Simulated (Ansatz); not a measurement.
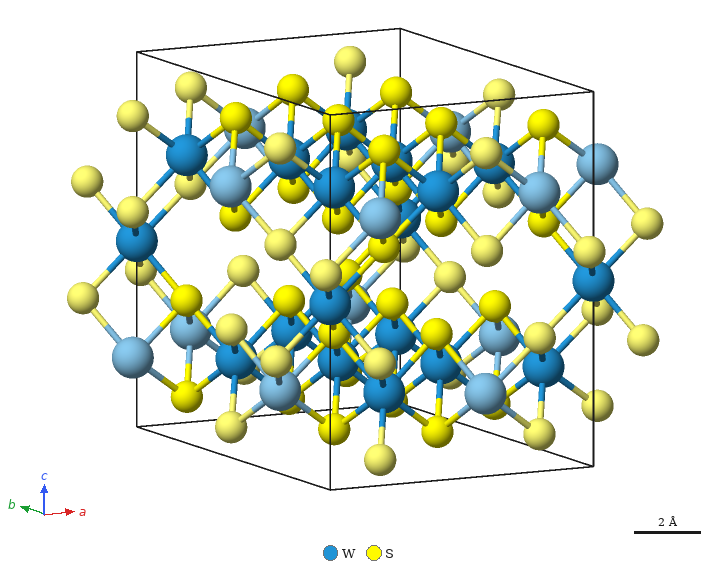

The crystal in a ball-and-stick representation, seen from a general direction. The simulation cell is outlined; an atom on or near a face, edge or corner is repeated at each equivalent position. Every bond is drawn to its end, so some atoms lie outside the box, in fainter colours.

Notes on the structure:

The structure is one of W15S28. Within 0.01 Å the space group is P-3 (No. 147), primitive hexagonal. The cell comprises 1 formula unit: 15 W, 28 S. The W atoms are each bonded to six S at about 2.4 Å. Not all metal-metal contacts are counted. The bonds build W15S28 layers parallel to (001).

Starting structure: a structure listed in the Materials Project, repeated into a supercell with a point defect put in. The atoms were relaxed in a fixed cell with DFT PBE+D3(BJ), scalar-relativistic, plane waves, PAW (Ansatz).
